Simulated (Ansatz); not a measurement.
A series of calculations on Ge₆₃Si

Part 1: Relaxation

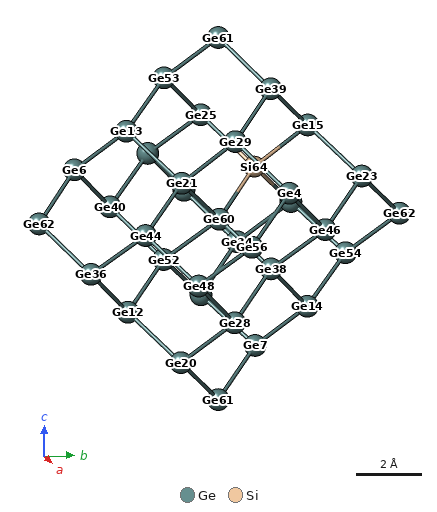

This is the input geometry for a relaxation of a defect cell of composition Ge₆₃Si (cell charge +1). The picture is a ball-and-stick view of the atoms within 5.8 Å of the atom that moves most (axes of the cell of the calculation), seen slightly off an axis.

Level of theory: DFT, PBEsol, PAW, plane waves in Ansatz.

(plane-wave cutoff 420 eV; k-point mesh 1 × 1 × 1; mesh shifted by (0.25, 0.25, 0.25); collinear spin; atoms relaxed in a fixed cell; force threshold 0.03 eV/Å; at most 80 steps)

```xyz
64
Lattice="11.3512 0.0000 0.0000 0.0000 11.3512 0.0000 0.0000 0.0000 11.3512" Properties=species:S:1:pos:R:3 pbc="T T T"
Ge   11.3327   11.3371   11.3190
Ge   11.3328    0.0228    5.6815
Ge   11.3233    5.6772    0.0082
Ge    0.0055    5.7034    5.6814
Ge    5.6789    0.0444    0.0332
Ge    5.6746    0.0074    5.6922
Ge    5.6836    5.6989    0.0194
Ge    1.4179    1.4360    1.4051
Ge    1.4172    1.4480    7.0980
Ge    1.4202    7.0629    1.4396
Ge    1.4276    7.0713    7.0869
Ge    7.1000    1.4254    1.4101
Ge    7.1042    1.3732    7.0859
Ge    7.0655    7.0819    1.4238
Ge    7.0791    7.0917    7.1084
Ge    2.8333    2.8385   11.3475
Ge    2.8299    2.8548    5.6749
Ge    2.7901    8.4836    0.0003
Ge    2.8527    8.5052    5.6547
Ge    8.5022    2.8302    0.0082
Ge    8.5400    2.8459    5.6350
Ge    8.5073    8.5341    0.0031
Ge    8.5532    8.5179    5.6972
Ge    4.2488    4.2636    1.4251
Ge    4.2787    4.2506    7.0726
Ge    4.2544    9.8966    1.4105
Ge    4.2291    9.9083    7.1145
Ge    9.9118    4.2537    1.4370
Ge    9.9407    4.2722    7.1204
Ge    9.9106    9.9468    1.4629
Ge    9.9035    9.9470    7.1016
Ge    2.8668    0.0298    2.8188
Ge    2.8281   11.3487    8.5271
Ge    2.8504    5.6603    2.8277
Ge    2.8601    5.6743    8.4843
Ge    8.4917   11.3509    2.8599
Ge    8.4954   11.3417    8.5250
Ge    8.5226    5.6630    2.8662
Ge    8.4959    5.6563    8.5082
Ge    4.2432    1.4002    4.2663
Ge    4.2939    1.4358    9.9223
Ge    4.2567    7.0946    4.2635
Ge    4.2573    7.0935    9.9689
Ge    9.9445    1.4407    4.2611
Ge    9.9606    1.4306    9.9362
Ge    9.9070    7.1074    4.2718
Ge    9.9480    7.0730    9.8987
Ge   11.3481    2.8527    2.8560
Ge    0.0080    2.8050    8.5102
Ge   11.3357    8.5171    2.8295
Ge    0.0073    8.5175    8.5065
Ge    5.6565    2.8222    2.7926
Ge    5.7043    2.8225    8.4957
Ge    5.6700    8.5457    2.8392
Ge    5.6826    8.4954    8.4929
Ge    1.4151    4.2619    4.2542
Ge    1.4093    4.3024    9.9039
Ge    1.4409    9.9208    4.2564
Ge    1.3967    9.9038    9.9390
Ge    7.1174    4.2993    4.2430
Ge    7.0749    4.2748    9.9332
Ge    7.1018    9.9751    4.2607
Ge    7.1056    9.9219    9.9281
Si    5.6822    5.6706    5.6256
```

Predict the outcome.

Answer. Over 2 geometry steps the energy falls by 0.384 eV per cell of the calculation. Largest force component: 0.65 eV/Å at the start, 0.03 eV/Å at the end. Ge60 moves most: 0.062 Å along [−3 −1 2]. Largest moves by element: Ge 0.062 Å, Si 0.046 Å. The lattice vectors keep their values. Among the contacts that change: Ge38–Ge60 2.394 → 2.469 Å, Ge52–Ge60 2.534 → 2.462 Å, Ge15–Si64 2.484 → 2.414 Å, Ge36–Ge62 2.406 → 2.465 Å. Bond angles that change, for instance: Ge12–Ge52–Ge60 108.5° → 110.5°. The program noted that the starting moments weren't kept.

After the run, drawn alike:

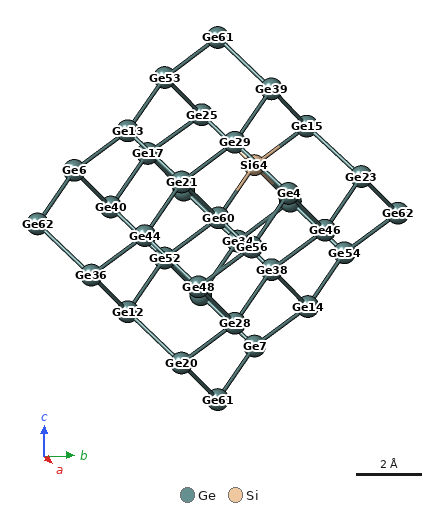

Limits of the set-up: the cell is charged, on a uniform background, and energies carry no finite-size correction.

Part 2: Relaxation

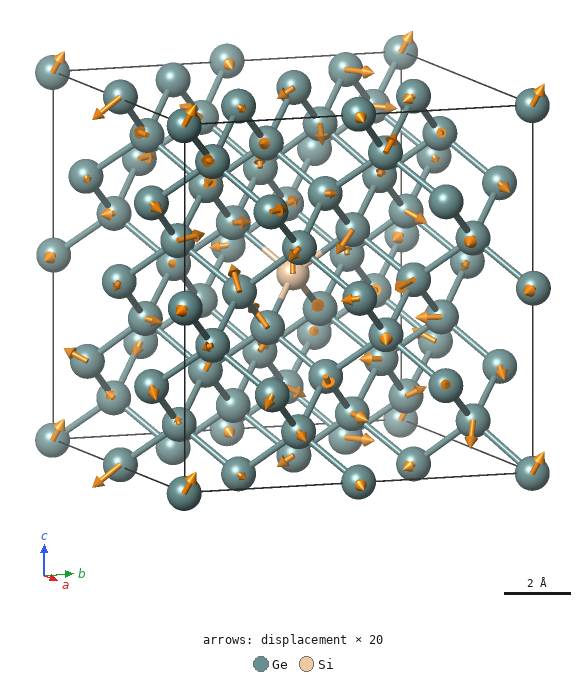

This is a relaxation of a defect cell of composition Ge63Si. The starting structure is drawn; orange arrows show the displacements, 20 times their true length.

Style: ball-and-stick. Shown: the cell of the calculation, slightly off an axis.

These are results of Ansatz, DFT, PBEsol, PAW, plane waves, not measurements. (plane-wave cutoff 420 eV; k-point mesh 1 × 1 × 1; mesh shifted by (0.25, 0.25, 0.25); no spin polarisation; atoms relaxed in a fixed cell; force threshold 0.03 eV/Å; at most 80 steps)

What happened in the run?

Answer. The energy falls by 0.390 eV per cell of the calculation in 2 geometry steps. The largest force component goes from 0.7 to 0.022 eV/Å. A Ge atom moves most: 0.060 Å along [−3 −1 2]. Largest moves by element: Ge 0.060 Å, Si 0.048 Å. The cell stays as it was. Among the contacts that change: Ge–Ge 2.394 → 2.462 Å, Ge–Ge 2.534 → 2.468 Å, Ge–Si 2.484 → 2.419 Å, Ge–Ge 2.516 → 2.456 Å. Bond angles that change, for instance: Ge–Ge–Ge 106.4° → 109.3°, Ge–Ge–Ge 107.0° → 109.5°, Ge–Ge–Ge 112.0° → 109.8°. The run took 5.4 s on 1 × NVIDIA GB300 Max-Q with 8 threads of Arm Neoverse-V2, peak memory 2.1 GiB.

Part 3: Defect

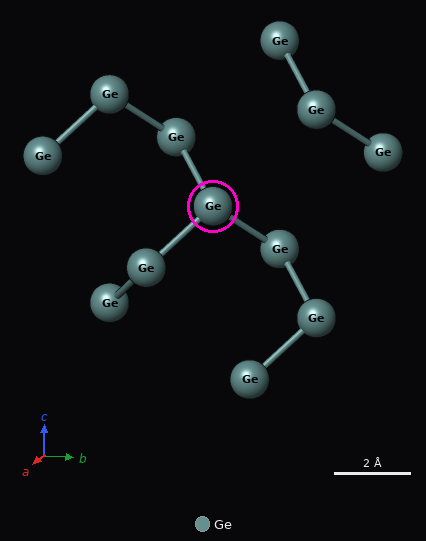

Perfect Ge. Style: ball-and-stick. Shown: the atoms within 5.4 Å of one point, in a slice 3.4 Å thick across the line of sight, slightly off an axis.

Theory: DFT, PBEsol, PAW, plane waves (Ansatz 0.2.0). Settings: plane-wave cutoff 420 eV; k-point mesh 1 × 1 × 1; mesh shifted by (0.25, 0.25, 0.25); collinear spin. Fermi-Dirac smearing of 0.01 eV. A uniform background neutralises the charged cell. The axes drawn are those of the host's conventional cell.

A germanium atom is replaced by silicon at the ringed place, in charge state +1. The supercell has 64 sites, and the atoms are relaxed at the host's cell.

How do the neighbours respond?

In the host the Ge atom has 4 Ge at 2.46 Å; the Si atom ends with 4 Ge at 2.41 to 2.42 Å. Of the host's atoms, a germanium atom moves furthest from its site, by 0.05 Å. The cell ends without a net magnetic moment.

The relaxed defect, seen from the same direction:

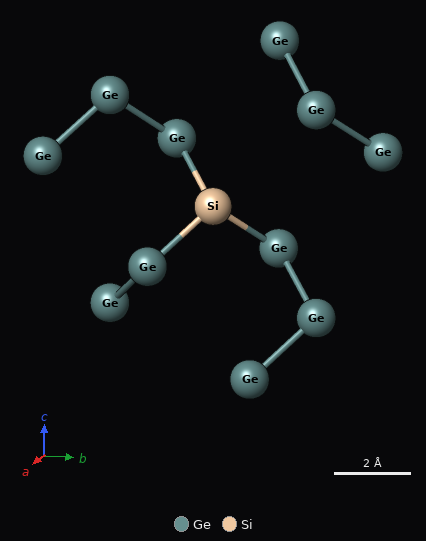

Limits of the set-up: the cell is charged, on a uniform background, and energies carry no finite-size correction.

Part 4: Defect

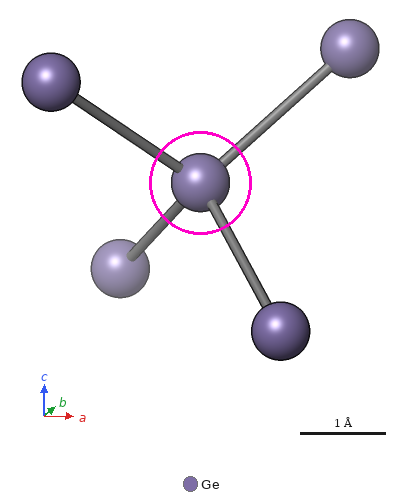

Perfect Ge. A ball-and-stick model of the atoms within 3.8 Å of one point, seen slightly off an axis.

Method: Ansatz 0.2.0, DFT, PBEsol, PAW, plane waves. Set-up: plane-wave cutoff 420 eV; k-point mesh 1 × 1 × 1; mesh shifted by (0.25, 0.25, 0.25); no spin polarisation. Fermi-Dirac smearing of 0.01 eV. The axes drawn are those of the host's conventional cell.

A germanium atom is replaced by silicon at the ringed place, in charge state 0. The supercell has 64 sites, and the atoms are relaxed at the host's cell.

Question: How do the neighbours respond?

Answer: In the host the Ge atom has 4 Ge at 2.46 Å; the Si atom ends with 4 Ge at 2.41 to 2.42 Å. Of the host's atoms, a germanium atom moves furthest from its site, by 0.04 Å.

The relaxed defect, seen from the same direction:

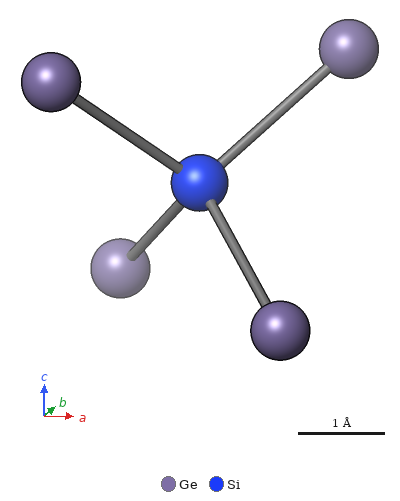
